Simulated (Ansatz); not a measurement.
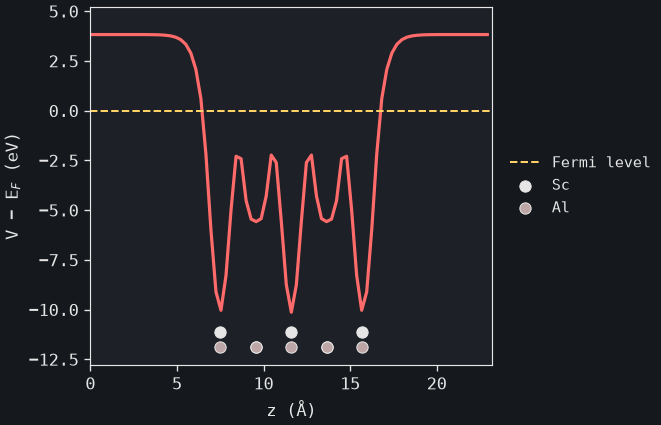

Plane-averaged electrostatic potential energy of an electron across the slab; circles at the bottom mark the heights of the atoms.

The material is a (100) slab cut from ScAl3 (Pm-3m), unrelaxed, of composition Sc3Al7 (not the bulk's), ended by ScAl planes, 10 atoms in the cell.

Level of theory: DFT PBE, scalar-relativistic, plane waves, PAW, no spin polarisation, 9×9×1 k mesh, 420 eV cutoff, Gaussian smearing of 0.1 eV; code Ansatz.

Read off the work function of each face.

Answer. The work function is 3.83 eV, the same on both faces. The two vacuum levels agree, so the slab has no net dipole along its normal.

How thick are slab and vacuum?

Answer. The outermost atoms are 8.2 Å apart, which leaves 15.0 Å of vacuum in a cell 23.2 Å high.
